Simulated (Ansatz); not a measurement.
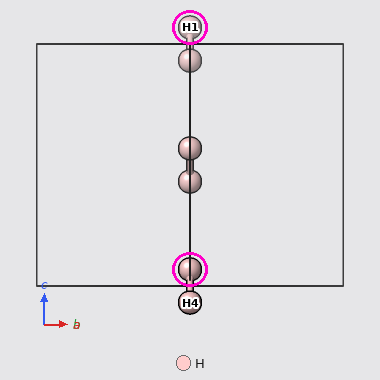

The system is H (Cmce, No. 64; 4 atoms in the cell); the picture shows the reference structure. Atom H1 is moved over a plane while all other atoms and the cell stay fixed (its periodic images move with it) (x along [1 0 0], y along [0 1 0], z along [0 0 1] of the conventional cell). The first coordinate is: shift of H1 along x; the second: shift of H1 along z. Grid: 5 × 5 points; 15 points were computed and 10 follow by symmetry. Points are written as (first, second). All energies are given in eV per cell relative to the undisplaced cell. The reference cell is the one listed in the database, not relaxed at this level. These are results of DFT LDA, scalar-relativistic, plane waves, PAW (Ansatz), not measurements. Settings: cutoff 420 eV, k-mesh 6×6×6, gaussian smearing 0.05 eV, no spin polarisation.

Its coordinates:

```
CELL_PARAMETERS angstrom
2.62348 -2.56690 0.00000
2.62348 2.56690 0.00000
0.00000 0.00000 4.14182
ATOMIC_POSITIONS crystal
H 0.95330 0.04670 0.06851
H 0.45330 0.54670 0.43149
H 0.54670 0.45330 0.56851
H 0.04670 0.95330 0.93149
```

Range: shift of H1 along x from −0.30 to 0.30 Å; shift of H1 along z from −0.30 to 0.30 Å.

Question: Predict the map.

Answer: The lowest grid point is at (−0.15 Å, 0.00 Å), −0.009 eV from the undisplaced cell. The same energy is found at (0.15 Å, 0.00 Å). The reference structure, at (0.00 Å, 0.00 Å), is a saddle of this map. The highest grid point, (0.00 Å, −0.30 Å), lies 1.29 eV above the lowest.

```
shift of H1 along z ↓, shift of H1 along x →  −0.30  −0.15  0.00   0.15  0.30
                                        0.30   0.67   0.54  0.50   0.54  0.67
                                        0.15   0.24   0.13  0.10   0.13  0.24
                                        0.00   0.00  −0.01  0.00  −0.01  0.00
                                       −0.15   0.07   0.27  0.37   0.27  0.07
                                       −0.30   0.44   1.00  1.28   1.00  0.44
```

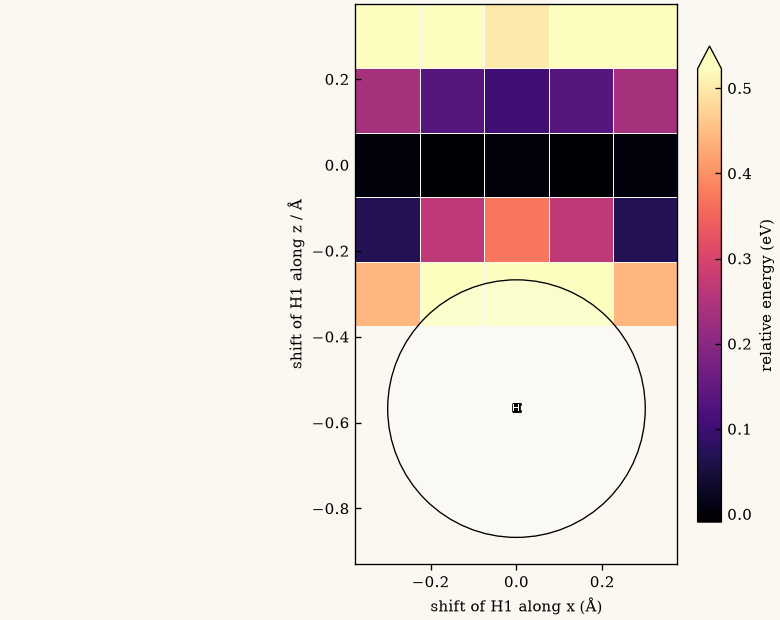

The picture shows one coloured cell a grid point, labelled circles for the fixed atoms within 1 Å of the plane, one colour for all values above the top of the scale.
